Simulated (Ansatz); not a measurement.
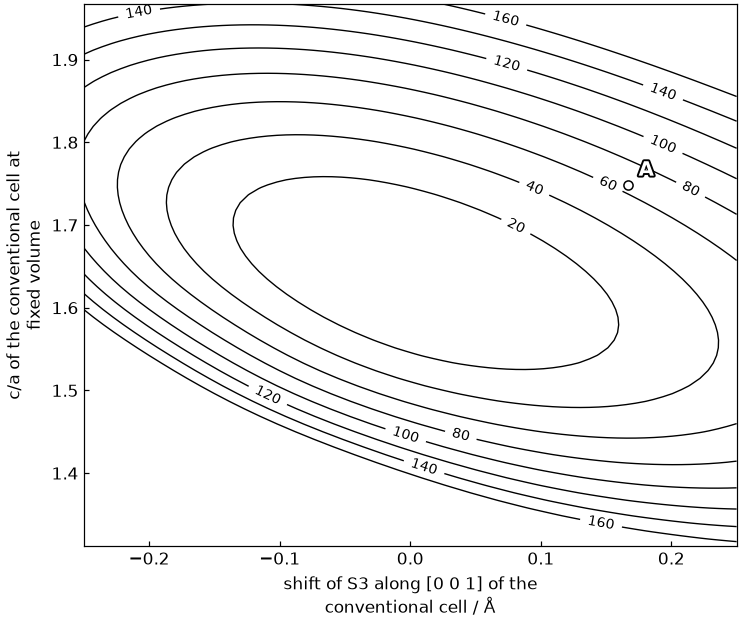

ZnS (P6_3mc, No. 186; 4 atoms in the cell). 
- The energy is mapped over a free internal coordinate and the cell.
- Coordinates scanned: (1) shift of S3 along [0 0 1] of the conventional cell, Cartesian (0 0 1), its symmetry partners moved as symmetry demands (measured in the relaxed cell); (2) c/a of the conventional cell at fixed volume.
- Nothing is relaxed (all other coordinates fixed).
- The scan uses a 7 × 7 grid.
- Points are written as (first, second).
- Energies: meV/atom, counted from the lowest grid point.
- Level of theory: DFT PBE, scalar-relativistic, plane waves, PAW (Ansatz 0.2.0). Settings: cutoff 520 eV, k-mesh 9×9×4 in the order of the run's cell vectors, gaussian smearing 0.05 eV, no spin polarisation.

In the figure: contour lines labelled in meV/atom (none above 160), the point A. Between grid points the surface is interpolated.

Is A at rest? If not, where is it pushed?

Answer. A, at (0.167 Å, 1.748), is not a stationary point. The computed force is 350 meV/atom for each Å towards smaller values of the first coordinate and 470 meV/atom for each unit towards smaller values of the second coordinate.
